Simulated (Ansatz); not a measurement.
**BN (F-43m): refractive index against wavelength**

The refractive index of BN (F-43m) below the direct gap (8.83 eV on the mesh) is read from one computed spectrum, n = √(Re ε).

The structure is cubic, space group F-43m (No. 216). The conventional cell has a = 3.615 Å, b = 3.615 Å, c = 3.615 Å, α = 90.00°, β = 90.00°, γ = 90.00°. N on site c is surrounded by 4 B at 1.57 Å. B on site a has 4 N at 1.57 Å as nearest neighbours.

Method: Ansatz 0.2.0, PBE, independent particles, k-mesh 16×16×16 with interpolation inside its cells, Gaussian parameter 0.2 eV.

Launch of the response step: `ansatz run input.yaml --threads 4 --pin off --max-ram 8192MiB --backend cpu --events-out ev --progress --plain --runs-dir out`. The run took 1 s, on 4 threads of AMD EPYC 9R45 96-Core Processor (Zen 5), with other jobs on the host.

| wavelength (nm) | photon energy E (eV) | n |
| --- | --- | --- |
| 532 | 2.331 | 2.2006 |
| 450 | 2.755 | 2.2135 |
| 405 | 3.061 | ? |
| 365 | 3.397 | 2.2380 |
| 308 | 4.025 | 2.2689 |
| 266 | 4.661 | 2.3083 |
| 248 | 4.999 | 2.3333 |

In the single-oscillator model n² − 1 = E₀E_d/(E₀² − E²), so 1/(n² − 1) = E₀/E_d − E²/(E₀E_d) is linear in E².

Working, on the rows shown:

| x = E² (eV²) | y = 1/(n² − 1) |
| --- | --- |
| 5.43137 | 0.260238 |
| 7.59115 | 0.256438 |
| 11.5384 | 0.249461 |
| 16.2043 | 0.241085 |
| 21.7255 | 0.23104 |
| 24.9936 | 0.225008 |

Means: x̄ = 14.581, ȳ = 0.24388. Σ(x − x̄)(y − ȳ) = -0.5472, Σ(x − x̄)² = 303.9. Slope = -0.5472 / 303.9 = -0.0018; intercept = ȳ − slope · x̄ = 0.27013. Turned back into n, the line misses the rows shown by at most 0.00052.

**Question.** Fill in the last column of the withheld row.

**Answer.** At x = 9.3718 the line gives y = 0.25326, that is 2.2245. The run gave 2.2244, so the interpolation is off by 0.00014, 0.1 % of the range in the table.

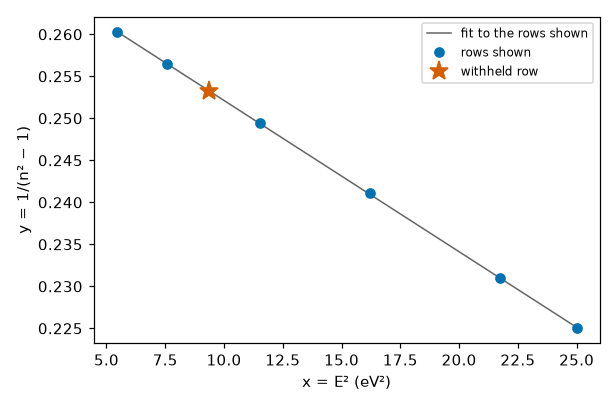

Refitted with all rows, the slope is -0.001801 and the intercept 0.27014. These give E₀ = √(intercept/−slope) = 12.25 eV and E_d = E₀/intercept = 45.3 eV; E₀ is 1.4 times the direct gap. The electronic limit at long wavelengths, without lattice vibrations, is n = √(1 + 1/intercept) = 2.168. Excitons are left out and so are local fields; PBE gaps are as a rule too small.
